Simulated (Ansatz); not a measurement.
Geometry relaxation of La$_{5}$O (part 2 of 2)

La$_{5}$O (P-62m, 6 atoms in the cell); DFT PBE, scalar-relativistic, plane waves, PAW, no spin polarisation (Ansatz 0.2.0); cutoff 420 eV, 6×6×12 k-mesh, Gaussian smearing of 0.1 eV. The structure was made by a generator, so it may or may not be a known phase.

Geometry of the input (Å; fractional positions):
```
7.7966  0.0000  0.0000
-3.8983  6.7521  0.0000
0.0000  0.0000  3.4893
La 0.7473  0.0000  0.0000
La 0.6667  0.3333  0.5000
La 0.2527  0.2527  0.0000
La 0.3333  0.6667  0.5000
La -0.0000  0.7473  0.0000
O  0.0000  0.0000  0.5000
```

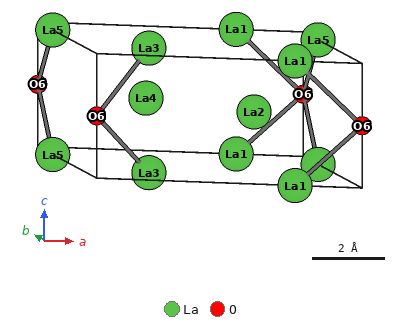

Figure 1. The geometry at step 2 of the log (ball-and-stick view of the cell of the calculation, seen slightly off an axis; atoms are numbered from 1 in the order of the input).

Output, continued
```
--- Per-component energies (eV) ---
  E_band       = -193.352629
  E_kinetic    = 1147.512635
  E_local      = -2257.957873  (includes V_loc(G=0)·N_el)
  E_nonlocal   = 525.228363
  E_hartree    = 789.306826
  E_xc         = -772.709574
  E_vxc        = -835.426017  (∫ρ·V_xc dr)
  E_paw        = -27239.580390  (= ΣΔE_a)
  E_vpaw       = -351.325858  (= ΣTr[D̂ρ^β])
  E_aug_tail   = 0.002378  (compensation charges beyond the density's cutoff)
  E_ewald      = -4009.615491
  E_smearing   = -0.047941  (= −TS)
  E_closure    = -0.000000  (closes the sum)
  Σ components = -31817.861069   (vs F -31817.861069, Δ=0.00e0)
--- Forces (eV/Å), atoms counted from 1 ---
  atom   1  La    -0.00170832    -0.00000000     0.00000000
  atom   2  La    -0.00000000     0.00000000     0.00000000
  atom   3  La     0.00085416     0.00147945    -0.00000000
  atom   4  La     0.00000000     0.00000000     0.00000000
  atom   5  La     0.00085416    -0.00147945    -0.00000000
  atom   6  O      0.00000000    -0.00000000     0.00000000
  max |Σ_I F_I| component: 1.46e-17 eV/Å
--- Stress (GPa, compression-positive) ---
       -0.011789      -0.000000       0.000000
       -0.000000      -0.011789      -0.000000
        0.000000      -0.000000      -0.018372
  P = ⅓ Tr σ = -0.0140 GPa (-0.140 kbar)
--- Band table (eV; the first three rows and the last of 49) ---
  k-point 0: bands = ["-21.5076", "-21.2500", "-21.2500", "-21.1042", "-21.0101", "-7.9952", "-5.9376", "-5.9376", "-5.3455", "-5.3455", "-4.8648", "-4.7040", "-4.5093", "-4.4134", "-4.4134", "-4.3485", "-4.3485", "-4.2863", "-4.2863", "-4.1842", "-4.0058", "6.9474", "7.0544", "7.0544", "8.9669", "9.7914", "10.3890", "10.3890", "10.4851", "11.1337", "11.1337", "11.6440", "12.3065", "12.3065", "12.5104", "12.8651", "12.8651"]
  k-point 1: bands = ["-21.4928", "-21.2406", "-21.2406", "-21.0949", "-21.0059", "-7.9797", "-5.9075", "-5.9075", "-5.3325", "-5.3325", "-4.9046", "-4.8769", "-4.5682", "-4.5214", "-4.5214", "-4.3962", "-4.3962", "-4.2330", "-4.2330", "-4.2280", "-3.9782", "6.8947", "7.0896", "7.0896", "9.1332", "10.0118", "10.4461", "10.4461", "10.7356", "11.2228", "11.2228", "11.7508", "12.1034", "12.1034", "12.6262", "12.7214", "12.7214"]
  k-point 2: bands = ["-21.4511", "-21.2149", "-21.2149", "-21.0693", "-20.9953", "-7.9415", "-5.8214", "-5.8214", "-5.3186", "-5.3186", "-5.2153", "-5.0470", "-4.7638", "-4.7497", "-4.7497", "-4.4372", "-4.4372", "-4.3048", "-4.2153", "-4.2153", "-3.9865", "6.7997", "7.1432", "7.1432", "9.5464", "10.6074", "10.6076", "10.6076", "11.4219", "11.4582", "11.4582", "11.6713", "11.6713", "12.0111", "12.4985", "12.4985", "12.5387"]
  k-point 48: bands = ["-21.2510", "-21.1083", "-21.1083", "-20.9676", "-20.9676", "-7.9202", "-5.8682", "-5.8682", "-5.8250", "-5.8250", "-5.7369", "-5.3250", "-5.0038", "-5.0038", "-4.7456", "-4.7296", "-4.6073", "-4.6073", "-4.3821", "-4.3821", "-4.2046", "6.7501", "6.9339", "6.9339", "10.1226", "10.5843", "10.5843", "10.6376", "10.6376", "11.1772", "11.4496", "11.8268", "12.0365", "12.0365", "12.4298", "12.4298", "12.8954"]
--- Relaxed structure (2 steps of the walk, 2 accepted, 1 SCFs on fresh bases) ---
  F+E_penalty+E_count = -31817.86106853 eV   max|allowed force component| = 1.708e-3 eV/Å   (the final SCF, on the basis selected at the relaxed cell)
  cell:  # Å, volume = 183.9136 Å³
    - [7.786909417857732, 3.2913448124266423e-9, 0.0]
    - [-3.8934547117792544, 6.743661371187419, 0.0]
    - [0.0, 0.0, 3.502297010447702]
  atoms:
    - { symbol: La, position: [0.7474440599034712, 6.5909751208225245e-21, 0.0] }
    - { symbol: La, position: [0.6666666666666667, 0.33333333333333337, 0.5] }
    - { symbol: La, position: [0.2525559400965288, 0.2525559400965287, 0.0] }
    - { symbol: La, position: [0.3333333333333333, 0.6666666666666669, 0.5] }
    - { symbol: La, position: [1.6653345369377348e-16, 0.7474440599034714, 0.0] }
    - { symbol: O, position: [7.311574466027897e-21, 5.352443989587162e-21, 0.5] }
```

Trajectory as extended XYZ (Å, eV, eV/Å), 3 frames, from step=1 to step=3
```
6
Lattice="7.7966 0.0000 0.0000 -3.8983 6.7521 0.0000 0.0000 0.0000 3.4893" Properties=species:S:1:pos:R:3:forces:R:3 step=1 energy=-31817.86062 pressure_GPa=0.05
La    5.8266    0.0000    0.0000   -0.0013   0.0000   0.0000
La    3.8983    2.2507    1.7447    0.0000   0.0000   0.0000
La    0.9850    1.7061    0.0000    0.0007   0.0011   0.0000
La    0.0000    4.5014    1.7447    0.0000   0.0000   0.0000
La   -2.9133    5.0460    0.0000    0.0007  -0.0011   0.0000
O     0.0000    0.0000    1.7447    0.0000   0.0000   0.0000
6
Lattice="7.7869 0.0000 0.0000 -3.8935 6.7437 0.0000 0.0000 0.0000 3.5023" Properties=species:S:1:pos:R:3:forces:R:3 step=2 energy=-31817.86099 pressure_GPa=-0.01
La    5.8203    0.0000    0.0000   -0.0017   0.0000   0.0000
La    3.8935    2.2479    1.7511    0.0000   0.0000   0.0000
La    0.9833    1.7032    0.0000    0.0008   0.0014   0.0000
La    0.0000    4.4958    1.7511    0.0000   0.0000   0.0000
La   -2.9101    5.0405    0.0000    0.0008  -0.0014   0.0000
O     0.0000    0.0000    1.7511    0.0000   0.0000   0.0000
6
Lattice="7.7869 0.0000 0.0000 -3.8935 6.7437 0.0000 0.0000 0.0000 3.5023" Properties=species:S:1:pos:R:3:forces:R:3 step=3 energy=-31817.86107 pressure_GPa=-0.01
La    5.8203    0.0000    0.0000   -0.0017   0.0000   0.0000
La    3.8935    2.2479    1.7511    0.0000   0.0000   0.0000
La    0.9833    1.7032    0.0000    0.0009   0.0015   0.0000
La    0.0000    4.4958    1.7511    0.0000   0.0000   0.0000
La   -2.9101    5.0405    0.0000    0.0009  -0.0015   0.0000
O     0.0000    0.0000    1.7511    0.0000   0.0000   0.0000
```

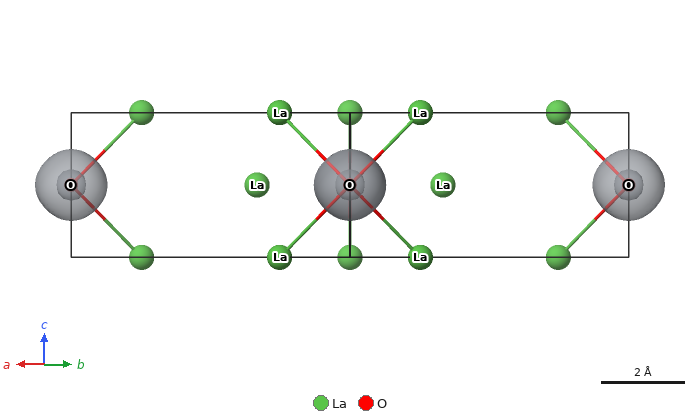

Figure 2. Isosurface of the electron localisation function at 0.7 (grey), seen along [110]. Only the valence region is drawn (cores and ρ < 0.01 e/Å³ removed). Sticks mark near contacts. The outline is the cell set on symmetry axes. Values along the shortest contacts: La–O (2.63 Å): the ELF is about 0.15 at the midpoint; no shared pair; the contact is polar. Core electrons are frozen (PAW), so the fields are smoothed inside the atomic spheres.

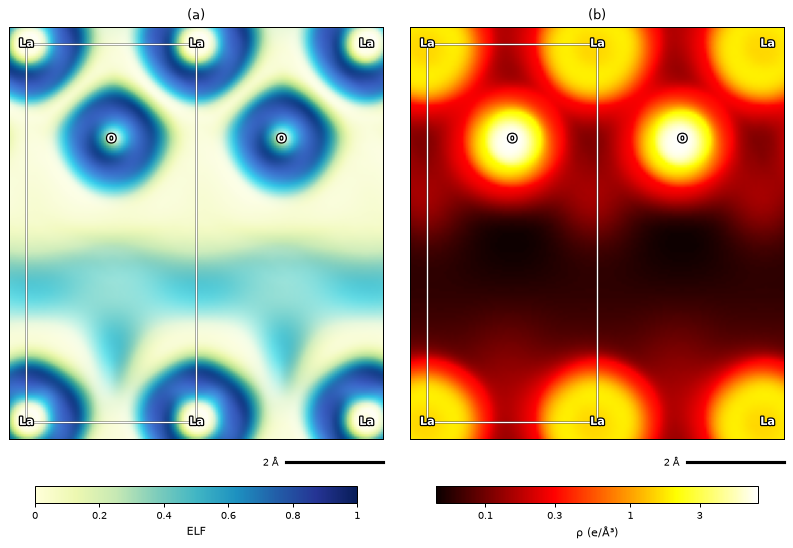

Figure 3. (a) electron localisation function; (b) valence pseudo-density on the (11̄0) plane of the conventional cell. The section cuts through La and O sites. La–O (2.63 Å): ρ is about 0.29 e/Å³ halfway; the ELF is about 0.15 at the midpoint (no shared pair; the contact is polar). Away from the nuclei the density in this plane falls to 0.05 e/Å³ at its lowest. 5. The strong features right at La lie inside the PAW spheres (semicore, d or f shells) and say nothing about bonding.

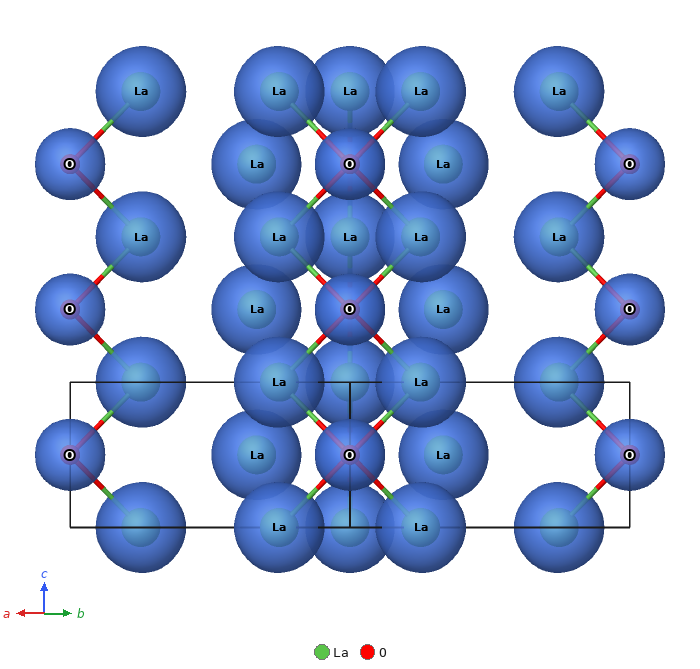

Figure 4. Isosurface of the valence charge density (pseudo) at 0.6 e/Å³ (blue), seen along [110]. Sticks mark near contacts. The outline is the cell set on symmetry axes. At this value the density breaks into separate islands; it holds about 60 % of the electrons treated as valence (semicore included). It is pinched off along the La–O (2.63 Å) contacts. On the grid the lowest density along these lines, outside the cores, is 0.27 e/Å³ (La–O, 2.63 Å).
